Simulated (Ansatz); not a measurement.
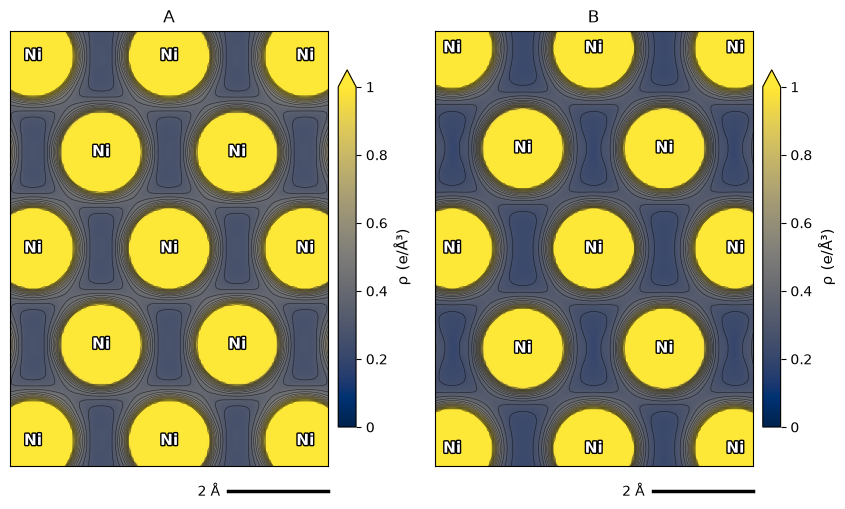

Ni. The valence electron density of two cells that differ in size, on the (101̄) plane of each (indices in the axes of the calculation cell), at one length scale and on one colour scale: B has 11.3 Å³ an atom and A 10.0.

Computed with Ansatz 0.2.0, DFT, r2SCAN, plane waves (500 eV) with PAW, scalar-relativistic.

In a PAW calculation such maps are meaningful between the atoms, not at the nuclei.

The larger cell:

```
CELL_PARAMETERS angstrom
2.82522 0.00000 0.00000
0.00000 2.82522 0.00000
0.00000 0.00000 2.82522
ATOMIC_POSITIONS crystal
Ni 0.00000 0.00000 0.00000
Ni 0.50000 0.50000 0.50000
```

The smaller cell: a = 2.716 Å, b = 2.716 Å, c = 2.716 Å, α = 90.00°, β = 90.00°, γ = 90.00°.

Q: What changes from the larger cell to the smaller?

A: From the larger cell to the smaller, Ni–Ni goes from 2.45 to 2.35 Å, and the density at its midpoint from 0.32 to 0.39 e/Å³; the pressure goes from −12 to 13 GPa.
